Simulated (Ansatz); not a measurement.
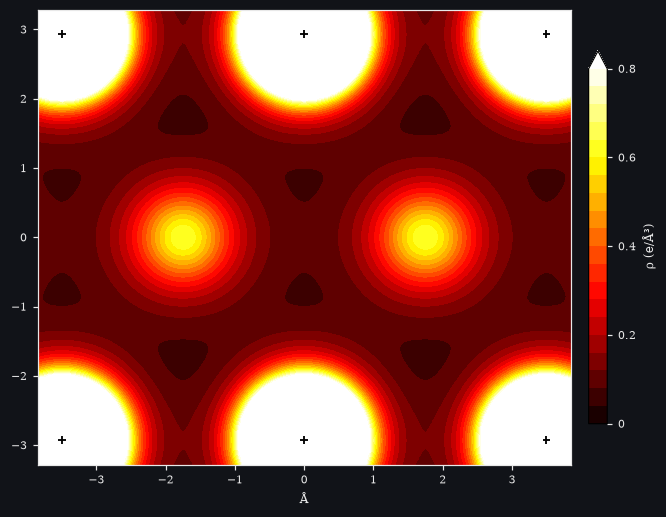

The valence pseudo-density on a plane through atoms (crosses mark nuclei in the plane).

Method: DFT r2SCAN, scalar-relativistic, plane waves, PAW in Ansatz.

Candidates:
A. Ge, a = 3.01 Å, b = 3.01 Å, c = 4.78 Å, α = 90.00°, β = 90.00°, γ = 120.00°. Space group P6₃/mmc.
B. Ru, a = 2.70 Å, b = 2.70 Å, c = 4.27 Å, α = 90.00°, β = 90.00°, γ = 120.00°. Space group P6₃/mmc; a structure from a database of computed crystals, not necessarily the ambient phase; computed without spin polarisation.
C. Pb, a = 3.50 Å, b = 3.50 Å, c = 5.86 Å, α = 90.00°, β = 90.00°, γ = 120.00°. Space group P6₃/mmc.

Q: Which candidate gave the map?

A: Candidate C: Pb on the (100) plane of the conventional cell, which holds Pb. Pb–Pb (3.50 Å): the density is about 0.12 e/Å³ at the midpoint.
